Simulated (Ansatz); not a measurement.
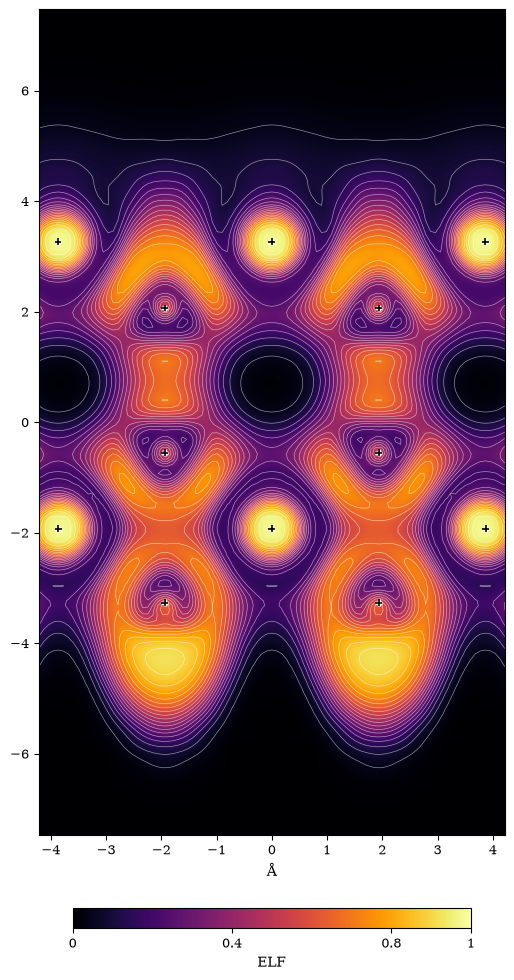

The ELF on a plane through atoms (crosses mark nuclei in the plane).

Level of theory: DFT PBE, scalar-relativistic, plane waves, PAW (Ansatz 0.2.0).

Candidates:
A. CoSi$_{2}$ (slab), a = 3.87 Å, b = 3.87 Å, c = 30.66 Å, α = 90.00°, β = 90.00°, γ = 90.00°. Not relaxed (largest force 0.7 eV/Å); computed without spin polarisation.
B. ZrS$_{2}$, a = 3.69 Å, b = 3.69 Å, c = 6.76 Å, α = 90.00°, β = 90.00°, γ = 120.00°. Space group P-3m1; a structure from a database of computed crystals, not necessarily the ambient phase.

Question: Which system is this?

Answer: Candidate A: CoSi$_{2}$ on the (100) plane of the calculation cell, a cut from vacuum to vacuum, which holds Si and Co. Co–Si (2.28 Å): the ELF peaks at about 0.80 in the valence shell of Si, 0.9 Å from its nucleus, and is about 0.55 at the midpoint. Co–Si (2.36 Å): the ELF peaks at about 0.70 in the valence shell of Si, 0.9 Å from its nucleus, and is about 0.45 at the midpoint.
